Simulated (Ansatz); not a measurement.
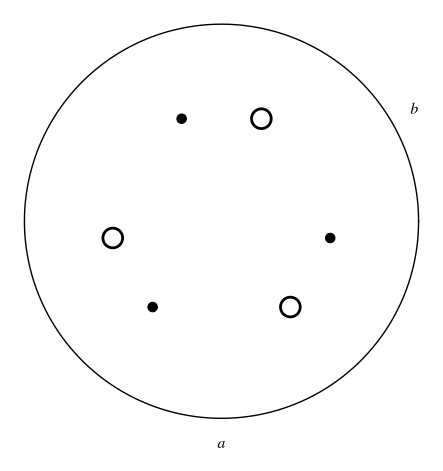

Stereographic projection: filled dots lie in the upper hemisphere, open rings in the lower. The c axis points at the viewer. The poles are all faces of one general form. Computed from the symmetry operations of a computed or model structure of composition Se.

**Name the crystal class.**

32 (D3), order 6, trigonal system: one threefold axis, three twofold axes.

**Can such a crystal be piezoelectric, pyroelectric or chiral?**

It is not centrosymmetric; not polar, but piezoelectricity is allowed; it has proper rotations alone, so the crystal is chiral.
